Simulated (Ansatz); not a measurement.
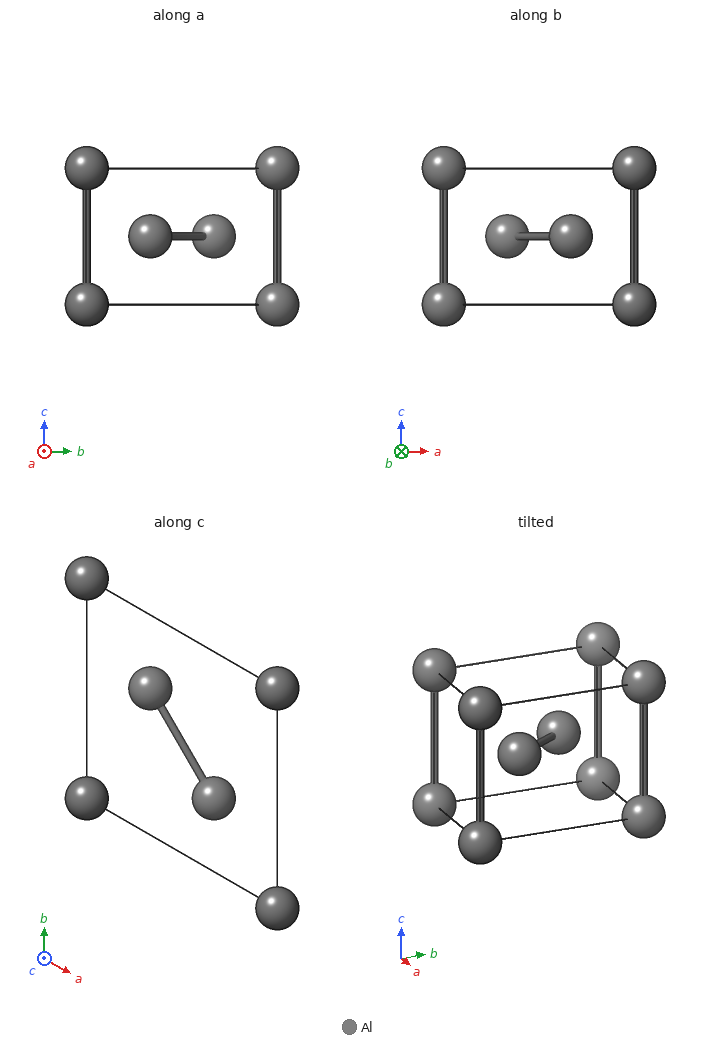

Crystal structure, ball-and-stick style, seen along the a axis, along the b axis, along the c axis and slightly off an axis. The lines enclose the conventional unit cell; boundary atoms appear with their images.

Lattice parameters: a = 4.5170 Å, b = 4.5170 Å, c = 2.8013 Å, α = 90.000°, β = 90.000°, γ = 120.000°.

Transcribe the picture into a CIF in P1 with every atom of the cell.

```cif
data_structure
_symmetry_space_group_name_H-M 'P 1'
_symmetry_Int_Tables_number 1
_cell_length_a 4.5170
_cell_length_b 4.5170
_cell_length_c 2.8013
_cell_angle_alpha 90.000
_cell_angle_beta 90.000
_cell_angle_gamma 120.000
_cell_volume 49.50
loop_
_atom_site_label
_atom_site_type_symbol
_atom_site_fract_x
_atom_site_fract_y
_atom_site_fract_z
_atom_site_occupancy
Al1 Al 0.0000 0.0000 0.0000 1
Al2 Al 0.3333 0.6667 0.5000 1
Al3 Al 0.6667 0.3333 0.5000 1
```

The structure was taken from a structure type filled with this element by a generator (whether the element takes this form wasn't checked). Earlier steps of the study may have refined or changed the cell and positions. A calculation with Ansatz used it as input.
